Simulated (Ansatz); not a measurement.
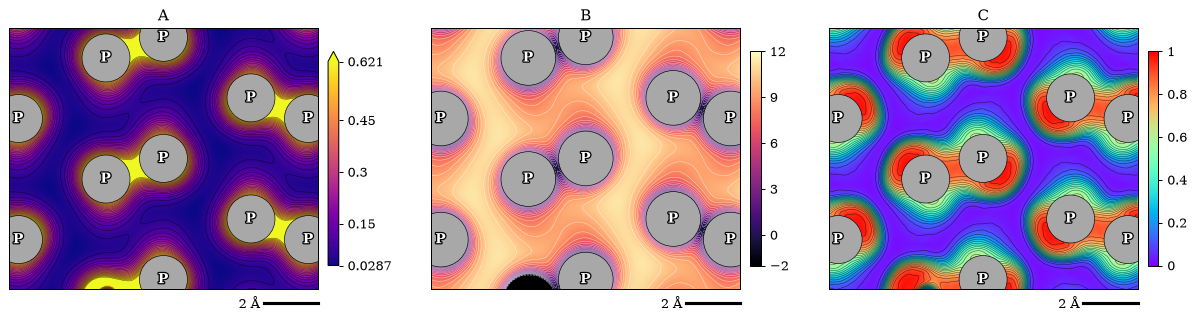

P: 3 fields on the (100) plane of the conventional cell, with unlabelled colour scales. Grey discs cover the atomic cores.

Space group Cmce.

All numbers below come from DFT r2SCAN+rVV10, scalar-relativistic, plane waves, PAW in Ansatz.

Which field does each panel show? The fields are: electron localisation function, electrostatic potential energy of an electron and valence pseudo-density.

Panel A: valence pseudo-density. Panel B: electrostatic potential energy of an electron (low next to the atoms, rising into the space between them). Panel C: electron localisation function.
